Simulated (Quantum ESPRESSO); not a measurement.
# Rh: single-point calculation

- system: Rh (Fm-3m, 1 atom in the cell)
- method: Kohn-Sham DFT of a periodic cell, PBEint, spin-orbit coupling, PseudoDojo 0.4 FR PBE stringent (Quantum ESPRESSO 7.5)

The structure derives from an entry of the Crystallography Open Database.

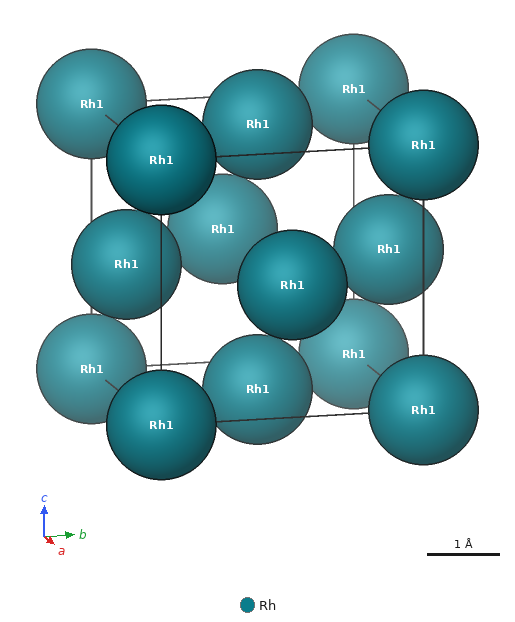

Figure 1. The structure as given in the input (spheres-only view of the cell 4 times as large as that of the calculation, set on its symmetry axes, seen slightly off an axis; atoms are numbered from 1 in the order of the input).

Input:
```
&CONTROL
  calculation = 'scf'
  prefix = 'pwscf'
  outdir = './tmp'
  pseudo_dir = './pseudo'
  tprnfor = .true.
  tstress = .true.
  disk_io = 'low'
/
&SYSTEM
  ibrav = 0
  A = 2.68396521
  nat = 1
  ntyp = 1
  ecutwfc = 88
  nbnd = 36
  input_dft = 'XC-000I-000I-060L-062L-000I-000I'
  occupations = 'smearing'
  smearing = 'fd'
  degauss = 0.00367493
  noncolin = .true.
  lspinorb = .true.
  starting_magnetization(1) = 0.0329
  angle1(1) = 58.79
  angle2(1) = 53.75
/
&ELECTRONS
  conv_thr = 2d-10
  electron_maxstep = 120
  mixing_beta = 0.3
/
ATOMIC_SPECIES
Rh   102.9055 Rh.upf
CELL_PARAMETERS alat
   0.0000000000    0.7071067810    0.7071067810
   0.7071067810    0.0000000000    0.7071067810
   0.7071067810    0.7071067810    0.0000000000
ATOMIC_POSITIONS alat
Rh     0.0000000000    0.0000000000    0.0000000000
K_POINTS automatic
7 7 7 0 0 0
```

File pp_density.in:
```
&INPUTPP
  prefix = 'pwscf'
  outdir = './tmp'
  filplot = 'density.dat'
  plot_num = 0
/
&PLOT
  nfile = 1
  filepp(1) = 'density.dat'
  iflag = 3
  output_format = 6
  fileout = 'density.cube'
/
```

File pp_potential.in:
```
&INPUTPP
  prefix = 'pwscf'
  outdir = './tmp'
  filplot = 'potential.dat'
  plot_num = 11
/
&PLOT
  nfile = 1
  filepp(1) = 'potential.dat'
  iflag = 3
  output_format = 6
  fileout = 'potential.cube'
/
```

Machine: 1 thread of AMD EPYC (Zen 3), 24 GiB of memory available, shared host.

Run as:
```bash
OMP_NUM_THREADS=1 pw.x -in pw.in > pw.out
OMP_NUM_THREADS=1 pp.x -in pp_density.in > pp_density.out
OMP_NUM_THREADS=1 pp.x -in pp_potential.in > pp_potential.out
```

Log:
```
This program is part of the open-source Quantum ESPRESSO suite
     for quantum simulation of materials; please cite
         "P. Giannozzi et al., J. Phys.:Condens. Matter 21 395502 (2009);
         "P. Giannozzi et al., J. Phys.:Condens. Matter 29 465901 (2017);
         "P. Giannozzi et al., J. Chem. Phys. 152 154105 (2020);
          URL
     in publications or presentations arising from this work. More details at

     IMPORTANT: XC functional enforced from input :
     Exchange-correlation= XC-000I-000I-060L-062L-000I-000I
                           (   0   0  60  62   0   0   0)
     Any further DFT definition will be discarded
     Please, verify this is what you really want

     Fixed quantization axis for GGA:     0.505732    0.689731    0.518176
     Message from routine setup:
     using ibrav=0 with symmetry is DISCOURAGED, use correct ibrav instead

     G-vector sticks info
     --------------------
     sticks:   dense  smooth     PW     G-vecs:    dense   smooth      PW
     Sum         625     625    199                10177    10177    1807

     Using Slab Decomposition

     bravais-lattice index     =            0
     lattice parameter (alat)  =       5.0720  a.u.
     unit-cell volume          =      92.2597 (a.u.)^3
     number of atoms/cell      =            1
     number of atomic types    =            1
     number of electrons       =        17.00
     number of Kohn-Sham states=           36
     kinetic-energy cutoff     =      88.0000  Ry
     charge density cutoff     =     352.0000  Ry
     scf convergence threshold =      2.0E-10
     mixing beta               =       0.3000
     number of iterations used =            8  plain     mixing
     Exchange-correlation= XC-000I-000I-060L-062L-000I-000I
                           (   0   0  60  62   0   0   0)
     Noncollinear calculation with spin-orbit

     celldm(1)=   5.071959  celldm(2)=   0.000000  celldm(3)=   0.000000
     celldm(4)=   0.000000  celldm(5)=   0.000000  celldm(6)=   0.000000

     crystal axes: (cart. coord. in units of alat)
               a(1) = (   0.000000   0.707107   0.707107 )
               a(2) = (   0.707107   0.000000   0.707107 )
               a(3) = (   0.707107   0.707107   0.000000 )

     reciprocal axes: (cart. coord. in units 2 pi/alat)
               b(1) = ( -0.707107  0.707107  0.707107 )
               b(2) = (  0.707107 -0.707107  0.707107 )
               b(3) = (  0.707107  0.707107 -0.707107 )

     PseudoPot. # 1 for Rh read from file:
     Rh.upf
     Pseudo is Norm-conserving + core correction, Zval = 17.0
     Generated using ONCVPSP code by D. R. Hamann
     Using radial grid of 1568 points, 10 beta functions with:
                l(1) =   0
                l(2) =   0
                l(3) =   1
                l(4) =   1
                l(5) =   1
                l(6) =   1
                l(7) =   2
                l(8) =   2
                l(9) =   2
               l(10) =   2

     atomic species   valence    mass     pseudopotential
     Rh               17.00   102.90550     Rh( 1.00)

      2 Sym. Ops., with inversion, found

   Cartesian axes

     site n.     atom                  positions (alat units)
         1        Rh     tau(   1) = (   0.0000000   0.0000000   0.0000000  )

     number of k points=   172  Fermi-Dirac smearing, width (Ry)=  0.0037

     Number of k-points >= 100: set verbosity='high' to print them.

     Dense  grid:    10177 G-vectors     FFT dimensions: (  32,  32,  32)

     WARNING: libxc functional with ID   60 depends
      on external parameters: check the user_guide of
      QE if you need to modify them or to check their
      default values.

     WARNING: libxc functional with ID   62 depends
      on external parameters: check the user_guide of
      QE if you need to modify them or to check their
      default values.
     Generating pointlists ...
     new r_m :   0.4125 (alat units)  2.0922 (a.u.) for type    1

     Initial potential from superposition of free atoms

     starting charge      16.9994, renormalised to      17.0000

 ==============================================================================
     atom number    1 relative position :    0.0000   0.0000   0.0000
     charge :    15.433510  (integrated on a sphere of radius 0.412)
     magnetization :          0.256792    0.350220    0.263110
     magnetization/charge:    0.016639    0.022692    0.017048
     polar coord.: r, theta, phi [deg] :     0.507762   58.790000   53.750000

 ==============================================================================
     Starting wfcs are   20 randomized atomic wfcs +   16 random wfcs

     Self-consistent Calculation

     iteration #  1     ecut=    88.00 Ry     beta= 0.30
     Davidson diagonalization with overlap
     ethr =  1.00E-02,  avg # of iterations =  6.6

     Threshold (ethr) on eigenvalues was too large:
     Diagonalizing with lowered threshold

     Davidson diagonalization with overlap
     ethr =  8.39E-04,  avg # of iterations =  1.1

     total energy              =    -234.23403991 Ry
     estimated scf accuracy    <       0.14285915 Ry

     total magnetization       =     0.05     0.07     0.05 Bohr mag/cell
     absolute magnetization    =     0.12 Bohr mag/cell

     iteration #  2     ecut=    88.00 Ry     beta= 0.30
     Davidson diagonalization with overlap
     ethr =  8.40E-04,  avg # of iterations =  1.0

     total energy              =    -234.24326991 Ry
     estimated scf accuracy    <       0.01489486 Ry

     total magnetization       =     0.04     0.06     0.04 Bohr mag/cell
     absolute magnetization    =     0.10 Bohr mag/cell

     iteration #  3     ecut=    88.00 Ry     beta= 0.30
     Davidson diagonalization with overlap
     ethr =  8.76E-05,  avg # of iterations =  2.7

     total energy              =    -234.24561317 Ry
     estimated scf accuracy    <       0.00185136 Ry

     total magnetization       =     0.03     0.04     0.03 Bohr mag/cell
     absolute magnetization    =     0.08 Bohr mag/cell

     iteration #  4     ecut=    88.00 Ry     beta= 0.30
     Davidson diagonalization with overlap
     ethr =  1.09E-05,  avg # of iterations =  3.5

     total energy              =    -234.24592954 Ry
     estimated scf accuracy    <       0.00025665 Ry

     total magnetization       =     0.01     0.01     0.01 Bohr mag/cell
     absolute magnetization    =     0.02 Bohr mag/cell

     iteration #  5     ecut=    88.00 Ry     beta= 0.30
     Davidson diagonalization with overlap
     ethr =  1.51E-06,  avg # of iterations =  2.6

     total energy              =    -234.24592088 Ry
     estimated scf accuracy    <       0.00020149 Ry

     total magnetization       =     0.01     0.01     0.01 Bohr mag/cell
     absolute magnetization    =     0.02 Bohr mag/cell

     iteration #  6     ecut=    88.00 Ry     beta= 0.30
     Davidson diagonalization with overlap
     ethr =  1.19E-06,  avg # of iterations =  1.0

     total energy              =    -234.24585061 Ry
     estimated scf accuracy    <       0.00012965 Ry

     total magnetization       =     0.00     0.00     0.00 Bohr mag/cell
     absolute magnetization    =     0.01 Bohr mag/cell

     iteration #  7     ecut=    88.00 Ry     beta= 0.30
     Davidson diagonalization with overlap
     ethr =  7.63E-07,  avg # of iterations =  2.0

     total energy              =    -234.24588704 Ry
     estimated scf accuracy    <       0.00003333 Ry

     total magnetization       =     0.00     0.00     0.00 Bohr mag/cell
     absolute magnetization    =     0.00 Bohr mag/cell

     iteration #  8     ecut=    88.00 Ry     beta= 0.30
     Davidson diagonalization with overlap
     ethr =  1.96E-07,  avg # of iterations =  2.0

     total energy              =    -234.24589670 Ry
     estimated scf accuracy    <       0.00000534 Ry

     total magnetization       =    -0.00    -0.00    -0.00 Bohr mag/cell
     absolute magnetization    =     0.00 Bohr mag/cell

     iteration #  9     ecut=    88.00 Ry     beta= 0.30
     Davidson diagonalization with overlap
     ethr =  3.14E-08,  avg # of iterations =  1.0

     total energy              =    -234.24589758 Ry
     estimated scf accuracy    <       0.00000063 Ry

     total magnetization       =    -0.00    -0.00    -0.00 Bohr mag/cell
     absolute magnetization    =     0.00 Bohr mag/cell

     iteration # 10     ecut=    88.00 Ry     beta= 0.30
     Davidson diagonalization with overlap
     ethr =  3.70E-09,  avg # of iterations =  2.0

     total energy              =    -234.24589761 Ry
     estimated scf accuracy    <       0.00000029 Ry

     total magnetization       =     0.00     0.00     0.00 Bohr mag/cell
     absolute magnetization    =     0.00 Bohr mag/cell

     iteration # 11     ecut=    88.00 Ry     beta= 0.30
     Davidson diagonalization with overlap
     ethr =  1.71E-09,  avg # of iterations =  1.0

     total energy              =    -234.24589761 Ry
     estimated scf accuracy    <       0.00000003 Ry

     total magnetization       =     0.00     0.00     0.00 Bohr mag/cell
     absolute magnetization    =     0.00 Bohr mag/cell

     iteration # 12     ecut=    88.00 Ry     beta= 0.30
     Davidson diagonalization with overlap
     ethr =  1.81E-10,  avg # of iterations =  2.0

     total energy              =    -234.24589762 Ry
     estimated scf accuracy    <          2.1E-10 Ry

     total magnetization       =     0.00    -0.00     0.00 Bohr mag/cell
     absolute magnetization    =     0.00 Bohr mag/cell

     iteration # 13     ecut=    88.00 Ry     beta= 0.30
     Davidson diagonalization with overlap
     ethr =  1.23E-12,  avg # of iterations =  2.0

 ==============================================================================
     atom number    1 relative position :    0.0000   0.0000   0.0000
     charge :    15.183252  (integrated on a sphere of radius 0.412)
     magnetization :         -0.000001   -0.000001   -0.000001
     magnetization/charge:   -0.000000   -0.000000   -0.000000
     polar coord.: r, theta, phi [deg] :     0.000002  120.751418 -126.507513

 ==============================================================================

     End of self-consistent calculation

     Number of k-points >= 100: set verbosity='high' to print the bands.

     the Fermi energy is    22.7861 ev

!    total energy              =    -234.24589762 Ry
     estimated scf accuracy    <          5.9E-12 Ry
     smearing contrib. (-TS)   =      -0.00044168 Ry
     internal energy E=F+TS    =    -234.24545593 Ry

     The total energy is F=E-TS. E is the sum of the following terms:
     one-electron contribution =     -49.39919738 Ry
     hartree contribution      =      37.38957476 Ry
     xc contribution           =     -37.50755983 Ry
     ewald contribution        =    -184.72827349 Ry

     total magnetization       =     0.00     0.00     0.00 Bohr mag/cell
     absolute magnetization    =     0.00 Bohr mag/cell

     convergence has been achieved in  13 iterations

     Forces acting on atoms (cartesian axes, Ry/au):

     atom    1 type  1   force =     0.00000000    0.00000000    0.00000000

     Total force =     0.000000     Total SCF correction =     0.000000

     Computing stress (Cartesian axis) and pressure

          total   stress  (Ry/bohr**3)                   (kbar)     P=      -20.65
  -0.00014041  -0.00000001  -0.00000000          -20.65       -0.00       -0.00
  -0.00000001  -0.00014039  -0.00000001           -0.00      -20.65       -0.00
  -0.00000000  -0.00000001  -0.00014041           -0.00       -0.00      -20.66

=------------------------------------------------------------------------------=
   JOB DONE.
=------------------------------------------------------------------------------=
```

File pp_potential.out:
```
This program is part of the open-source Quantum ESPRESSO suite
     for quantum simulation of materials; please cite
         "P. Giannozzi et al., J. Phys.:Condens. Matter 21 395502 (2009);
         "P. Giannozzi et al., J. Phys.:Condens. Matter 29 465901 (2017);
         "P. Giannozzi et al., J. Chem. Phys. 152 154105 (2020);
          URL
     in publications or presentations arising from this work. More details at

     ./tmp/pwscf.save/

     WARNING: libxc functional with ID   60 depends
      on external parameters: check the user_guide of
      QE if you need to modify them or to check their
      default values.

     WARNING: libxc functional with ID   62 depends
      on external parameters: check the user_guide of
      QE if you need to modify them or to check their
      default values.

     IMPORTANT: XC functional enforced from input :
     Exchange-correlation= XC-000I-000I-060L-062L-000I-000I
                           (   0   0  60  62   0   0   0)
     Any further DFT definition will be discarded
     Please, verify this is what you really want

     G-vector sticks info
     --------------------
     sticks:   dense  smooth     PW     G-vecs:    dense   smooth      PW
     Sum         625     625    199                10177    10177    1807

     Using Slab Decomposition

     Calling punch_plot, plot_num =  11
     Writing data to file  potential.dat
     Reading data from file  potential.dat

     Writing data to be plotted to file potential.cube
     Plot Type: 3D                     Output format: Gaussian cube

=------------------------------------------------------------------------------=
   JOB DONE.
=------------------------------------------------------------------------------=
```

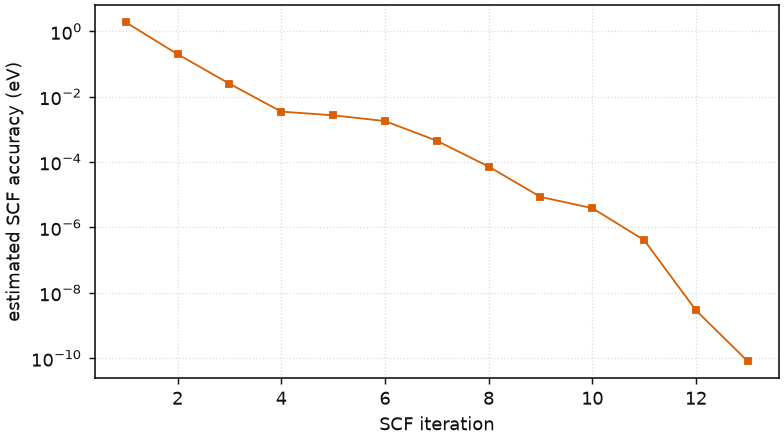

Figure 2. Convergence of the self-consistent field: estimated SCF accuracy against the iteration. The field takes 13 iterations in all.

Key numbers:

| quantity | value |
| --- | --- |
| outcome | converged |
| space group (tolerance 0.01 Å) | Fm-3m (225) |
| electrons treated | 17 |
| free energy | −3187.0778 eV |
| Fermi energy | 22.786 eV |
| gap on the k-point mesh | none (metallic) |
| net moment of the cell | 0.00 μB |
| integrated absolute moment | 0.00 μB |
| pressure | −2.07 GPa |
| largest force (length of the vector) | under 0.001 eV/Å |
| wall time | 4.6 min |
| peak memory | 0.3 GiB |

Further notes kept with the run: potentials made for another functional. Points of doubt noted for this run: coarse mesh; potentials made for another functional.
